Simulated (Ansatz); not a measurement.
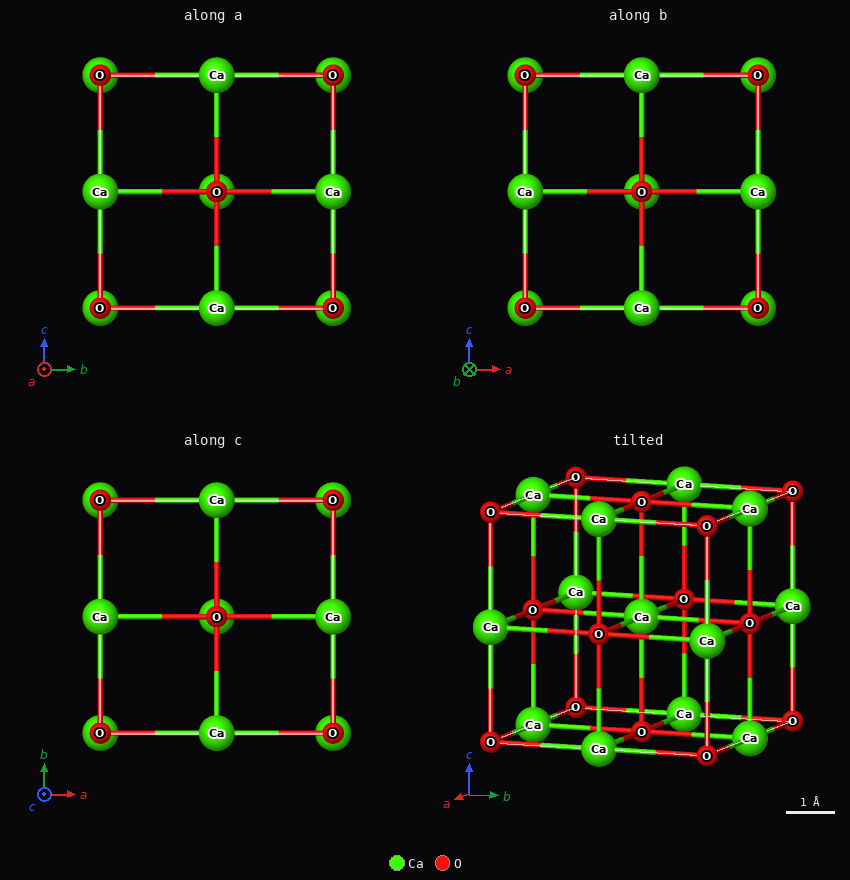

Structure drawing (ball-and-stick), viewed along the a axis, along the b axis, along the c axis and slightly off an axis. One conventional unit cell is framed, with atoms on its boundary repeated.

Lattice parameters: a = 4.861 Å, b = 4.861 Å, c = 4.861 Å, α = 90.00°, β = 90.00°, γ = 90.00°. Put a along x and b in the xy plane.

### Give the structure in the form of a POSCAR file.

```
Ca O
1.0
     4.861    0.000    0.000
     0.000    4.861    0.000
     0.000    0.000    4.861
Ca O
4 4
Direct
  0.5000 0.0000 0.0000
  0.5000 0.5000 0.5000
  0.0000 0.0000 0.5000
  0.0000 0.5000 0.0000
  0.0000 0.0000 0.0000
  0.0000 0.5000 0.5000
  0.5000 0.0000 0.5000
  0.5000 0.5000 0.0000
```

The structure comes from a structure type known for this compound. Earlier steps of the study, as a rule a relaxation of our own, may have changed the cell and positions, so they can lie some per cent off the listed ones. It was run through Ansatz as a DFT input.
